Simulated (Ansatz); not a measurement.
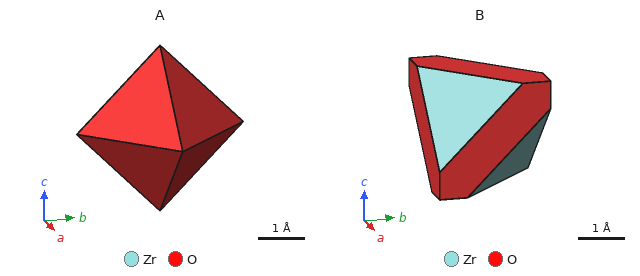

Computed Voronoi cells of the 2 sites of this structure, drawn to one scale and in one orientation; each face has the colour of the neighbour behind it.

ZrO2, space group Fm-3m (No. 225), a = 5.026 Å, b = 5.026 Å, c = 5.026 Å, α = 90.00°, β = 90.00°, γ = 90.00°

```csv
site,Wyckoff,x,y,z
Zr,4a,0.0000,0.0000,0.0000
O,8c,0.2500,0.7500,0.7500
```

Source: the end point of a relaxation with Ansatz 0.2.0, DFT, LDA, plane waves, PAW.

> Which cell belongs to which site?

A is Zr (8 faces above 1 % of the solid angle, 8.9 Å³, facing only O); B is O (10 faces above 1 % of the solid angle, 11.4 Å³, facing O 50 %, Zr 50 %).
